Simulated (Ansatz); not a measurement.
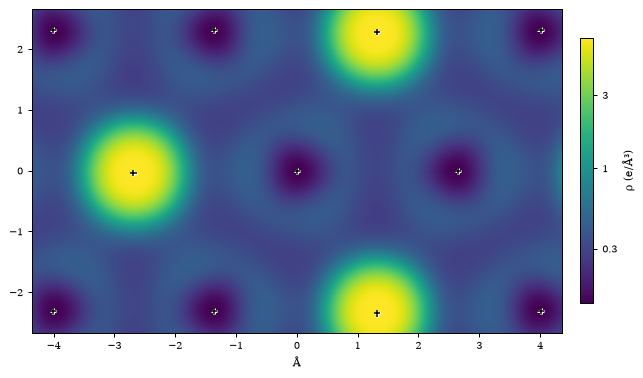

The valence charge density (pseudo) on a plane through atoms (crosses mark nuclei in the plane).

Level of theory: Ansatz 0.2.0, DFT PBEsol, scalar-relativistic, plane waves, PAW.

Candidates:
A. Ti₁₂C (slab), a = 5.74 Å, b = 5.74 Å, c = 19.27 Å, α = 90.00°, β = 90.00°, γ = 90.00°. A point of a scan over the structure, not its minimum; not relaxed (largest force 0.9 eV/Å); computed without spin polarisation; PAW files of the earlier set (soft_1).
B. Si₂Mo, a = 3.27 Å, b = 8.02 Å, c = 3.27 Å, α = 90.00°, β = 90.00°, γ = 90.00°. Space group Imm2; a point of a scan over the structure, not its minimum; changed on purpose from its base cell (mode 4 frozen in at -0.031 Å, equal normal strain along x, y and z +0.0250); not relaxed (largest force 0.4 eV/Å); computed pressure about −14 GPa in this cell; computed without spin polarisation; PAW files of the earlier set (soft_1).

> Which system is this?

Candidate B: Si₂Mo on the (101̄) plane of the conventional cell, which holds Si and Mo. Si–Mo (2.63 Å): ρ at the midpoint is about 0.39 e/Å³. Si–Mo (2.69 Å): ρ is about 0.36 e/Å³ halfway.
